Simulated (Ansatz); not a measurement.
## Si$_{10}$C$_{10}$: geometry relaxation (part 2 of 2)

Continued. System: Si$_{10}$C$_{10}$ (slab, 20 atoms in the cell). Method: DFT, PBEsol, PAW, plane waves (Ansatz 0.2.0); cutoff 420 eV, 6×4×1 k-mesh, Fermi–Dirac smearing of 0.01 eV. The structure is a generated slab.

Geometry of the input (Å; fractional positions):
```
2.1784  -2.1784  0.0000
0.0000  0.0000  4.3569
-18.9953  -18.9953  0.0000
Si 0.9871  0.9957  0.7010
Si 0.9979  0.9998  0.4708
Si 0.0159  0.9895  0.2417
Si 0.0068  0.9956  0.5859
Si 0.9968  0.0015  0.3572
Si 0.5065  0.4918  0.6434
Si 0.4877  0.4956  0.4144
Si 0.4926  0.5017  0.7590
Si 0.4924  0.5010  0.5301
Si 0.4981  0.5039  0.2989
C  0.9989  0.2523  0.6425
C  0.0055  0.2516  0.4146
C  0.0037  0.2433  0.7579
C  0.9993  0.2509  0.5291
C  0.0070  0.2462  0.2989
C  0.4933  0.7493  0.5862
C  0.5094  0.7587  0.3565
C  0.4900  0.7493  0.7009
C  0.5022  0.7497  0.4710
C  0.4905  0.7475  0.2418
```

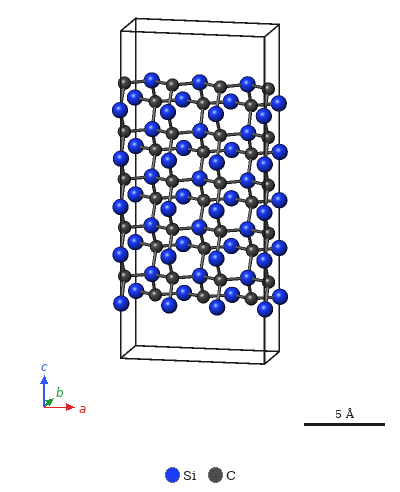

*The starting structure (ball-and-stick view of the 3 × 1 repeat of the cell, with the vacuum cut short, seen slightly off an axis).*

Log, continued:
```
relax step   4: F+E_penalty+E_count = -8681.78318415 eV  Δ(F+E_penalty+E_count) = -1.596e-2 eV  max|allowed force component| = 5.700e-2 eV/Å  Δτ_max = 0.0322 Å  (5 SCF iters, dr2 threshold 6.74e-6 eV, accepted)
SCF iter   1: F=—  HF=-8681.783997 eV  |F-HF|=—  |Δ(HF+E_count)|=         —  Δρ=3.04e-4  dr2=7.47e-4  ethr=6.98e-6  ⟨swp⟩=3.0  Hψ=1848  notcnv=0  defer=187
preconditioner: auto → Resta (q_TF=auto, 2.123 Å⁻¹)  ε∞=3.4  [insulator: Δε(μ)=0.288 eV  Ē_g=11.361 eV  σ=0.010 eV  W_gap=1.00  n_scr=54 (ndim 8)  ℏωp=17.5 eV  f_vac=0.372  D(μ)=0.00/eV (n_scr^D=0)  ε∞_Penn≈3.4  vacuum switching on, ρ_ref=9.4e-3 e/Å³]
SCF iter   2: F=—  HF=-8681.783846 eV  |F-HF|=—  |Δ(HF+E_count)|=   1.51e-4  Δρ=1.45e-4  dr2=9.14e-5  ethr=9.34e-7  ⟨swp⟩=2.6  Hψ=1353  notcnv=0  defer=187
SCF iter   3: F=—  HF=-8681.783732 eV  |F-HF|=—  |Δ(HF+E_count)|=   1.13e-4  Δρ=6.72e-5  dr2=1.67e-5  ethr=1.14e-7  ⟨swp⟩=2.7  Hψ=1143  notcnv=0  defer=187
SCF iter   4: F=—  HF=-8681.783729 eV  |F-HF|=—  |Δ(HF+E_count)|=   3.20e-6  Δρ=1.80e-5  dr2=2.05e-6  ethr=2.09e-8  ⟨swp⟩=2.7  Hψ=1345  notcnv=0  defer=187
SCF iter   5: F=—  HF=-8681.783729 eV  |F-HF|=—  |Δ(HF+E_count)|=   2.53e-7  Δρ=5.36e-6  dr2=1.27e-7  ethr=2.56e-9  ⟨swp⟩=2.5  Hψ=1124  notcnv=0  defer=187
SCF iter   6: F=-8681.783729 eV  HF=-8681.783729 eV  |F-HF|=2.41e-9  |Δ(HF+E_count)|=   3.04e-8  Δρ=1.86e-6  dr2=2.21e-8  ethr=1.25e-10  ⟨swp⟩=15.0  Hψ=4902  notcnv=0
SCF 5 converged in 6 iterations: F = -8681.783729 eV  dr2 = 2.21e-8
  greatest PAW one-centre occupation: 0.657 electrons in one spin orbital (limit 2), on the C atom at site 19 (counted from 0), in its partial waves of l = 0
relax step   5: F+E_penalty+E_count = -8681.78372899 eV  Δ(F+E_penalty+E_count) = -5.448e-4 eV  max|allowed force component| = 6.170e-3 eV/Å  Δτ_max = 0.0033 Å  (6 SCF iters, accepted)
SCF converged after 6 iterations
Free energy (F): -8681.783729 eV
Harris-Foulkes:  -8681.783729 eV  (|F-HF|=2.41e-9)
Internal energy: -8681.783729 eV  (E = F + TS)
E sigma→0 (E₀):  -8681.783729 eV
Entropy (-TS):   -0.000000 eV (-0.000 meV/atom)
Fermi energy:    3.440887 eV
--- Per-component energies (eV) ---
  E_band       = -236.613810
  E_kinetic    = 1345.801330
  E_local      = -36848.164158  (includes V_loc(G=0)·N_el)
  E_nonlocal   = 521.580208
  E_hartree    = 17961.332379
  E_xc         = -1042.416239
  E_vxc        = -1086.232493  (∫ρ·V_xc dr)
  E_paw        = -5942.744359  (= ΣΔE_a)
  E_vpaw       = -92.253223  (= ΣTr[D̂ρ^β])
  E_aug_tail   = 0.000130  (compensation charges beyond the density's cutoff)
  E_ewald      = 15322.300370
  E_core_change = 0.526612  (= ΣΔE_core)
  E_smearing   = -0.000000  (= −TS)
  E_closure    = 0.000000  (closes the sum)
  Σ components = -8681.783729   (vs F -8681.783729, Δ=0.00e0)
--- Forces (eV/Å), atoms counted from 1 ---
  atom   1  Si    -0.00292069    -0.00290349    -0.00464763
  atom   2  Si    -0.00253526    -0.00234133     0.00363626
  atom   3  Si     0.00322441     0.00315815    -0.00410621
  atom   4  Si    -0.00334780    -0.00350050    -0.00103401
  atom   5  Si    -0.00280627    -0.00258238     0.00330182
  atom   6  Si    -0.00009592    -0.00010497     0.00110688
  atom   7  Si    -0.00154748    -0.00136724    -0.00032901
  atom   8  Si    -0.00423645    -0.00414353    -0.00617150
  atom   9  Si    -0.00312784    -0.00301201     0.00339771
  atom  10  Si    -0.00090860     0.00004299    -0.00254864
  atom  11  C      0.00378241     0.00395558    -0.00019218
  atom  12  C      0.00288011     0.00263696    -0.00160725
  atom  13  C      0.00212481     0.00240244    -0.00166706
  atom  14  C      0.00300796     0.00324733     0.00075494
  atom  15  C     -0.00069940    -0.00091909     0.00405288
  atom  16  C      0.00236644     0.00241346    -0.00120840
  atom  17  C      0.00105468     0.00027357     0.00084581
  atom  18  C      0.00300530     0.00253793     0.00573911
  atom  19  C      0.00262381     0.00234217     0.00084988
  atom  20  C     -0.00185839    -0.00215046    -0.00020147
  max |Σ_I F_I| component: 2.81e-5 eV/Å
--- Band table (eV; the first three rows and the last of 14) ---
  k-point 0: bands = ["-12.5512", "-12.2581", "-11.7434", "-10.9723", "-9.9610", "-8.8809", "-8.0313", "-7.5782", "-7.5346", "-7.4785", "-4.9778", "-4.7504", "-4.4129", "-3.9923", "-3.2959", "-2.6535", "-2.6168", "-2.1845", "-1.6792", "-1.6554", "-0.8469", "-0.5791", "-0.3842", "-0.3539", "-0.2202", "0.1018", "0.1510", "0.5981", "0.7982", "1.1100", "1.1979", "1.7399", "2.0577", "2.1371", "2.1393", "2.4579", "2.6693", "2.7572", "2.8868", "2.9831", "4.4166", "4.9998", "5.7137", "6.2803", "6.3457", "6.6439", "7.4785", "7.7850", "8.2816", "8.8901", "8.9146", "9.1378", "9.3283", "9.5589", "9.7871", "9.8009", "10.0147", "10.1010", "10.1549", "10.3101"]
  k-point 1: bands = ["-12.1448", "-11.8577", "-11.3562", "-10.6140", "-9.6760", "-9.1031", "-8.8860", "-8.8009", "-8.6103", "-8.4550", "-4.9708", "-4.8523", "-4.1770", "-3.8273", "-3.3376", "-3.2240", "-2.3662", "-1.3255", "-1.0396", "-0.7771", "-0.4622", "-0.3117", "-0.0616", "0.0823", "0.2563", "0.3728", "0.4898", "0.8133", "1.2014", "1.2574", "1.3085", "1.6781", "1.8970", "1.9087", "2.0615", "2.1061", "2.1131", "2.1410", "2.8740", "2.8806", "5.0313", "5.5107", "6.0675", "6.2244", "6.4325", "7.1926", "7.9446", "8.1733", "8.6467", "8.7797", "8.8043", "9.0157", "9.1728", "9.2778", "9.4761", "9.6653", "9.9590", "10.2190", "10.3277", "10.4313"]
  k-point 2: bands = ["-10.9652", "-10.9644", "-10.6906", "-10.6902", "-10.2204", "-10.2199", "-9.6074", "-9.6067", "-9.0348", "-9.0322", "-5.3498", "-5.3494", "-4.2741", "-4.2741", "-2.9668", "-2.9667", "-1.6300", "-1.6299", "-0.6299", "-0.6280", "0.7666", "0.7696", "0.9054", "0.9058", "0.9204", "0.9218", "1.0783", "1.0795", "1.1452", "1.1461", "1.3114", "1.3119", "1.4263", "1.4270", "1.5844", "1.5850", "1.6527", "1.6540", "2.8109", "2.8147", "5.5851", "5.5885", "7.0332", "7.0351", "7.5343", "7.5348", "8.0799", "8.0810", "8.2726", "8.2755", "8.9436", "8.9466", "9.3989", "9.3996", "9.7885", "9.7903", "10.0086", "10.0112", "10.1383", "10.1390"]
  k-point 13: bands = ["-8.9609", "-8.9602", "-8.6936", "-8.6935", "-8.2890", "-8.2889", "-7.7713", "-7.7708", "-7.2235", "-7.2203", "-5.8294", "-5.8272", "-5.5300", "-5.5294", "-5.0494", "-5.0489", "-4.4784", "-4.4776", "-4.1558", "-4.1541", "-2.1811", "-2.1807", "-1.8287", "-1.8285", "-1.1849", "-1.1846", "-0.7859", "-0.7858", "-0.1063", "-0.1058", "0.3147", "0.3149", "0.9624", "0.9632", "1.1957", "1.1961", "1.5865", "1.5879", "3.2892", "3.2930", "4.9917", "4.9957", "7.6661", "7.6687", "7.9340", "7.9347", "8.2571", "8.2593", "8.7284", "8.7302", "9.4365", "9.4381", "9.5928", "9.5929", "9.8560", "9.8585", "10.1605", "10.1606", "10.3286", "10.3292"]
--- Relaxed structure (5 steps of the walk, 5 accepted, 0 SCFs on fresh bases) ---
  F+E_penalty+E_count = -8681.78372899 eV   max|allowed force component| = 6.170e-3 eV/Å
  atoms:
    - { symbol: Si, position: [0.9990949028199809, 1.0038014034496086, 0.7027892388920463] }
    - { symbol: Si, position: [0.9990847235123228, 1.002057046962497, 0.4714401568140018] }
    - { symbol: Si, position: [-0.0009310390802197421, 0.9541123335237194, 0.2513458965510827] }
    - { symbol: Si, position: [-0.0009070522272462966, 1.0031959811816602, 0.5862457557214167] }
    - { symbol: Si, position: [0.9990702387975687, 0.0004355099209137524, 0.35716514890654] }
    - { symbol: Si, position: [0.4990967977393348, 0.5006686843445005, 0.6430377834731307] }
    - { symbol: Si, position: [0.4990763349675471, 0.5030520374232115, 0.4139559687413469] }
    - { symbol: Si, position: [0.49910802914117136, 0.45443382391715054, 0.7488533166420189] }
    - { symbol: Si, position: [0.4990951471046352, 0.5021053826402786, 0.5287614258342561] }
    - { symbol: Si, position: [0.4990870460572039, 0.5035041690818187, 0.29740681385024786] }
    - { symbol: C, position: [0.9990980033723118, 0.25043646628528204, 0.6436322846902999] }
    - { symbol: C, position: [-0.0009261243772555883, 0.2529909881516143, 0.41407378728081] }
    - { symbol: C, position: [-0.0008912513195560301, 0.25898470876377105, 0.7579811455728107] }
    - { symbol: C, position: [0.99909603098288, 0.2522877296642036, 0.5287138962234551] }
    - { symbol: C, position: [-0.0009195312335130712, 0.2591793939069279, 0.2989097752067691] }
    - { symbol: C, position: [0.49909431390878334, 0.7531283999476895, 0.5861341562409922] }
    - { symbol: C, position: [0.49906411502499615, 0.7502038623179599, 0.35657394424767863] }
    - { symbol: C, position: [0.499091880637323, 0.759461633962599, 0.7012926901591218] }
    - { symbol: C, position: [0.49908175508447084, 0.7522401973032402, 0.4714941106591919] }
    - { symbol: C, position: [0.49906867908726205, 0.7586592472513561, 0.24221570429278205] }
--- Löwdin populations: 20 sites ---
  site symbol       q [e]
     0     Si      2.9393
     1     Si      2.9621
     2     Si      2.8554
     3     Si      2.9626
     4     Si      2.9803
     5     Si      2.9802
     6     Si      2.9626
     7     Si      2.8554
     8     Si      2.9621
     9     Si      2.9393
    10      C      4.9690
    11      C      4.9536
    12      C      4.9847
    13      C      4.9607
    14      C      4.9710
    15      C      4.9536
    16      C      4.9690
    17      C      4.9710
    18      C      4.9607
    19      C      4.9847
  spilling = 0.011531 (of n_electrons = 80.000000)
```

Key numbers:

| quantity | value |
| --- | --- |
| outcome | converged |
| electrons treated | 80 |
| free energy | −8681.7837 eV |
| Fermi energy | 3.441 eV |
| largest force (length of the vector) at the end | 0.009 eV/Å |
| hardware | 8 threads of Arm Neoverse-V2, 18 GiB of memory available, shared host |
| wall time | 25 s (CPU time 3.1 min) |
| peak memory | 1.2 GiB |
